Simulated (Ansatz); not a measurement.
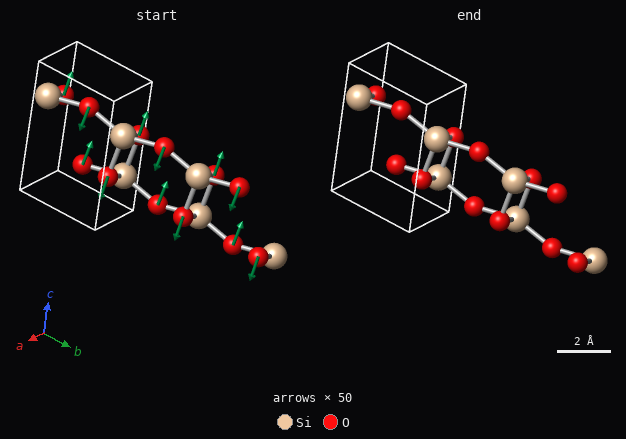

The structure of a crystal of SiO₂ (a generated structure, set up in C2/c) (coarse preliminary run) before (left) and after (right) a relaxation, at one scale. The green arrows give the displacements (the part carried along by the change of the cell is left out), 50 times their true length.

A ball-and-stick model of the cell of the calculation, repeated 1 × 3 × 1 with one cell outlined, seen from a free direction.

Case: Ti → Si on all its sites, cell and atoms relaxed.

These are results of DFT PBE, scalar-relativistic, plane waves, PAW in Ansatz 0.2.0, not measurements. (plane-wave cutoff 420 eV; k-point mesh 6 × 6 × 6; occupations gaussian; smearing width 0.1 eV; no spin polarisation; cell and atoms relaxed; force threshold 0.05 eV/Å; at most 60 steps)

**Describe what moved and what it gained.**

The largest moves relative to the cell, 0.021 Å, are those of O atoms. Si stays in place. The drawn cell changes as follows: a = b 3.404 → 3.526 Å (+3.6 %), c 4.978 → 4.937 Å (−0.8 %), α 110.0° → 110.9°, β 110.0° → 110.9°; the volume changes by +4.9 %. Some distances before and after: O–Si 1.746 → 1.800 Å, O–Si 1.789 → 1.771 Å. Bond angles that change, for instance: Si–O–Si 154.2° → 156.9°, O–Si–O 154.2° → 156.9°. The space group stays I4_1/amd (No. 141). After 5 accepted moves (7 points after the start) the energy has fallen by 34.6 meV per atom. Largest force component: 0.27 eV/Å at the start, 0.0052 eV/Å at the end. Pressure: 15.39 GPa at the start and 0.03 GPa at the end. The SCF was repeated twice at an unchanged geometry on a basis and grid sized afresh for the cell, which shifted the energy by 4.1 meV per atom at most.
